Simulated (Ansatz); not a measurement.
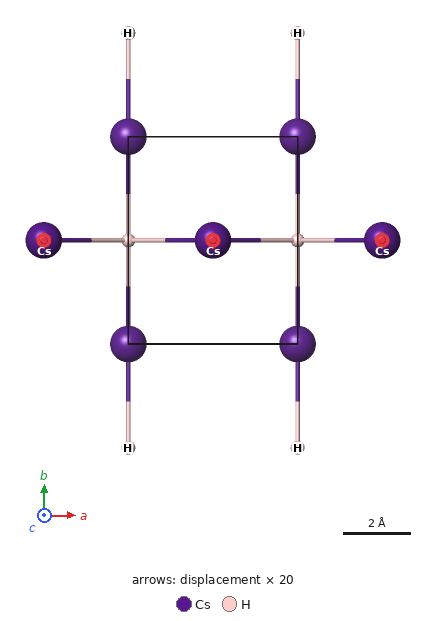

This is a relaxation of crystalline Cs3H (a generated structure, set up in Pmmm). The starting structure is drawn; red arrows show the displacements (the part carried along by the change of the cell is left out), 20 times their true length.

A ball-and-stick model of the cell of the calculation, seen along the c axis.

All numbers below come from DFT PBE, scalar-relativistic, plane waves, PAW in Ansatz 0.2.0. (plane-wave cutoff 420 eV; k-point mesh 10 × 8 × 6; occupations gaussian; smearing width 0.1 eV; no spin polarisation; cell and atoms relaxed; force threshold 0.01 eV/Å; at most 80 steps)

Atoms of which element are displaced furthest, and by how much?

Answer. Caesium: up to 0.053 Å, against 0.000 Å for hydrogen.

What did the optimiser do to the structure, and how much energy did it gain?

Answer. Over 6 accepted moves (7 points after the start) the energy falls by 14.5 meV per cell of the calculation. Largest force component: 0.012 eV/Å at the start, 0.00099 eV/Å at the end. Pressure: 0.16 GPa at the start and 0.01 GPa at the end. The SCF was repeated once at an unchanged geometry on a basis and grid sized afresh for the cell, which shifted the energy by 0.9 meV per cell of the calculation at most. The largest moves relative to the cell, 0.053 Å, are those of Cs atoms. H stays in place. The drawn cell changes as follows: a 5.103 → 5.038 Å (−1.3 %), b 6.254 → 6.498 Å (+3.9 %), c 9.003 → 9.343 Å (+3.8 %); the volume changes by +6.4 %. Some distances before and after: Cs–H 3.127 → 3.249 Å, Cs–H 3.371 → 3.366 Å. The space group stays Pmmm (No. 47).
